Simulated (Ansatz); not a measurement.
## BN (F-43m): refractive index against wavelength

The refractive index of BN (F-43m) below the direct gap (8.83 eV on the mesh) is read from one computed spectrum, n = √(Re ε).

Symmetry: F-43m, No. 216, cubic system. The conventional cell has a = 3.615 Å, b = 3.615 Å, c = 3.615 Å, α = 90.00°, β = 90.00°, γ = 90.00°. Around N on site c lie 4 B at 1.57 Å. B on site a is surrounded by 4 N at 1.57 Å.

Method: Ansatz 0.2.0, PBE, independent particles, k-mesh 12×12×12 with interpolation inside its cells, Gaussian parameter 0.1 eV.

Launch of the response step: `ansatz run input.yaml --threads 4 --pin off --max-ram 8192MiB --backend cpu --events-out ev --progress --plain --runs-dir out`. The run took 2 s, on 4 threads of AMD EPYC 9R14 (Zen 4) (shared host).

```
wavelength (nm)  photon energy E (eV)       n
            532                 2.331  2.2004
            450                 2.755  2.2133
            405                 3.061       ?
            365                 3.397  2.2379
            308                 4.025  2.2687
            266                 4.661  2.3081
            248                 4.999  2.3330
```

In the single-oscillator model n² − 1 = E₀E_d/(E₀² − E²), so 1/(n² − 1) = E₀/E_d − E²/(E₀E_d) is linear in E².

Working, on the rows shown:

| x = E² (eV²) | y = 1/(n² − 1) |
| --- | --- |
| 5.43137 | 0.260297 |
| 7.59115 | 0.256496 |
| 11.5384 | 0.249489 |
| 16.2043 | 0.241138 |
| 21.7255 | 0.23109 |
| 24.9936 | 0.225079 |

Means: x̄ = 14.581, ȳ = 0.24393. Σ(x − x̄)(y − ȳ) = -0.5471, Σ(x − x̄)² = 303.9. Slope = -0.5471 / 303.9 = -0.0018; intercept = ȳ − slope · x̄ = 0.27018. Turned back into n, the line misses the rows shown by at most 0.00049.

Problem. Fill in the last column of the withheld row.

Solution. At x = 9.3718 the line gives y = 0.25331, that is 2.2244. The run gave 2.2242, so the interpolation is off by 0.00016, 0.1 % of the range in the table.

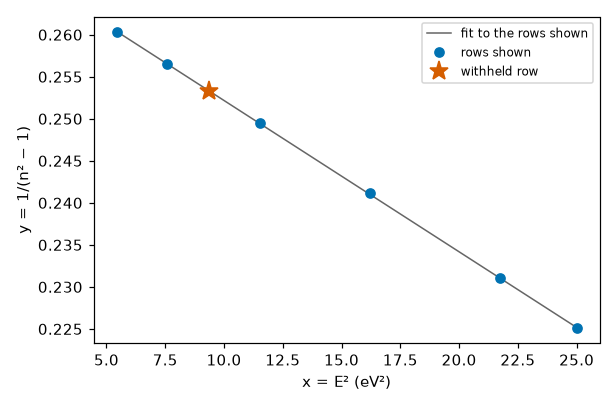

Refitted with all rows, the slope is -0.001801 and the intercept 0.27019. These give E₀ = √(intercept/−slope) = 12.25 eV and E_d = E₀/intercept = 45.3 eV; E₀ is 1.4 times the direct gap. The electronic limit at long wavelengths, without lattice vibrations, is n = √(1 + 1/intercept) = 2.168. Excitons are left out and so are local fields; PBE gaps are as a rule too small.

[Logs are printed without paths, hosts, clocks, repeated set-up lines and the standing remarks that a program may print on its own settings, such as how far it seeks lower states.]
